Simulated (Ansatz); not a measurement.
## CaO: an electron-density study

Space group Fm-3m.

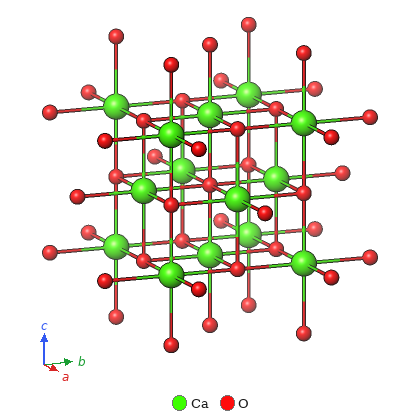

The conventional cell.

The calculation's input:

```
crystal:
  lattice:
    - [0.0, 2.4065, 2.4065]
    - [2.4065, 0.0, 2.4065]
    - [2.4065, 2.4065, 0.0]
  atoms:
    - { symbol: Ca, position: [0.0, 0.0, 0.0] }
    - { symbol: O, position: [0.5, 0.5, 0.5] }
basis:
  ecutwfc: 500
  fft_grid_basis: typed
kpoints:
  mp_grid: { grid: [10, 10, 10] }
hamiltonian:
  xc: r2scan
scf:
  occupations: { method: gaussian, width: 0.05 }
output:
  forces: true
  stress: true
  eigenvalues: true
  bader: true
  write_density: true
  volumetric_format: npy
  elf: true
```

Command:

```sh
ansatz run input.yaml --threads 1 --pin off --max-ram 2560MiB --backend cpu --events-out ev --progress --plain --runs-dir out
```

The picture shows the conventional cell (a = 4.81 Å, b = 4.81 Å, c = 4.81 Å, α = 90.00°, β = 90.00°, γ = 90.00°).

Theory: Ansatz, DFT r2SCAN, scalar-relativistic, plane waves, PAW.

Core electrons are frozen (PAW), so the maps are meaningful between the atoms, not at the nuclei.

### 1. Bonding charge

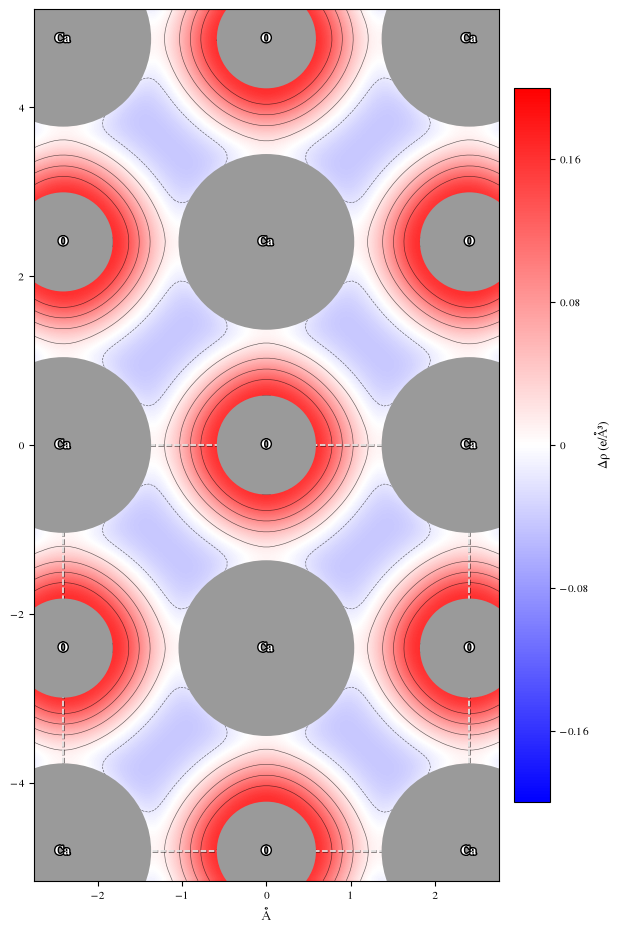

Deformation density (self-consistent density less superposed neutral spherical atoms): a map on the (001) plane of the conventional cell, with grey discs over the atomic cores. Cores are masked to 1.0 Å (Ca) and 0.6 Å (O).

**Read the map: where is density gained and where lost?**

Ca–O (2.41 Å): Δρ is +0.019 e/Å³ at the midpoint (close to a masked core, so read it with care).
- Ca–Ca (3.40 Å): Δρ is −0.04 e/Å³ at the midpoint.
- Over the whole cell, outside the masked cores, the largest gain lies at the edge of the masked core of O, and the largest loss, 0.06 e/Å³, lies 2.0 Å from a calcium nucleus and 2.0 Å from an oxygen one.
- In all about 0.29 e an atom is rearranged against the free atoms.
- Bader charges: Ca +1.52 and O −1.52 e.

### 2. Moving an atom

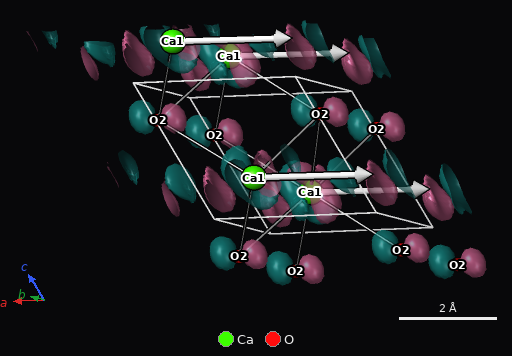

Ca1 was moved by 0.05 Å roughly along [−2 1 0] in the axes of the cell drawn (arrow, not to scale). Change of the density less the rigid motion of the neutral atom's own density: teal surfaces at +0.005 and pink ones at −0.005 e/Å³, in the cell of the calculation (origin moved) seen at an oblique angle.

**How do the electrons respond beyond following the atom?**

About 0.02 e is rearranged in the cell. Outside the cores the largest gain lies at the edge of the masked core of O, and the largest loss lies at the edge of the masked core of Ca.

**What restoring force does the calculation give for this move?**

The force on it changes by 0.16 eV/Å along the move, against it: a stiffness of about 3.2 eV/Å² for this sublattice shift.

### 3. Change of volume

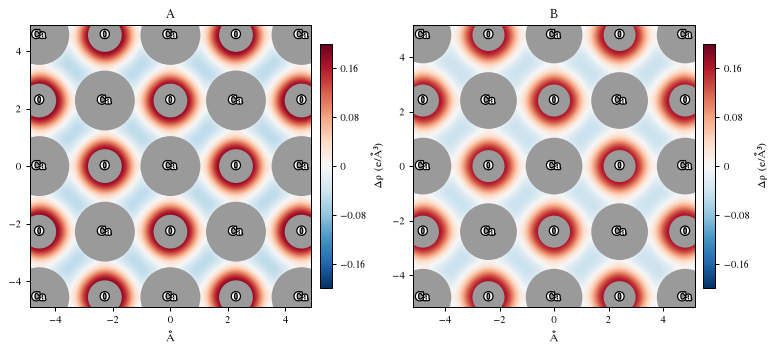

CaO: deformation density on the (010) plane of the conventional cell at two volumes, with the same fractional coordinates and one colour scale. Grey discs cover the cores.

**How do the two volumes compare, and how does the bonding charge respond?**

B is the larger cell: A has 85 % of the volume of B.
The pressure is −1 GPa in B and 25 GPa in A.
Bader charges in B: Ca +1.52 and O −1.52 e; in A: Ca +1.48 and O −1.48 e.
The rearranged charge is 0.29 e an atom in B and 0.28 e in A.

### 4. Doping

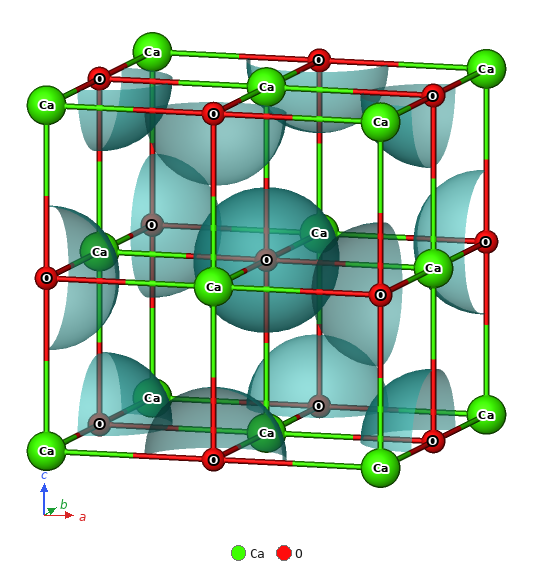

Where the hole sits when 0.5 electron is taken from the 2-atom cell of the calculation (uniform compensating background, atoms fixed); the change of density for each carrier, counted positive where the carrier is: teal surfaces at +0.06, none at −0.06 1/Å³, in the conventional cell seen slightly off an axis (the regions close to the nuclei are left out). Cores are masked to 1.0 Å (Ca) and 0.6 Å (O).

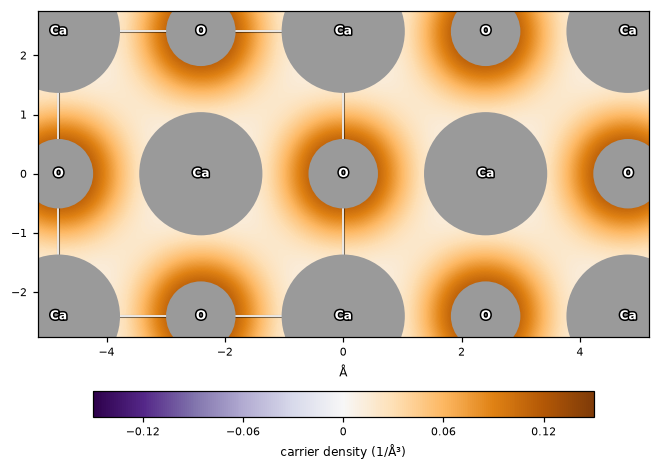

The same field as a map on the (001) plane of the conventional cell, with grey discs over the atomic cores.

**On which atoms does the carrier sit?**

Summed over atomic cells sized by the Bader volumes, the hole divides as O about 75 % and Ca about 25 %; the most favoured element is O, which fills 60 % of the volume.
- Over the whole cell, outside the cores, it is densest at the edge of the masked core of O.
- The counter-flow of charge adds up to under 0.1 e for each carrier.
- These are shares of the net change, screening included; the states that take the carrier can be more concentrated.
- This is very heavy doping, far beyond the dilute limit.

### 5. Putting it together

Charge passes from Ca (Pauling electronegativity 1.00) to O (3.44), the direction that the scale predicts; the Bader charges fall short of whole formal charges, as they usually do. The two pressures give a mean stiffness −ΔP/Δln V of about 159 GPa over this range, with the atoms held at their fractional positions.

Run times: 8.5 s (base cell), 38 s (moved atom), 7.3 s (scaled cell) and 8.6 s (hole), on 1 thread of Arm Neoverse V2, with other jobs on the host.
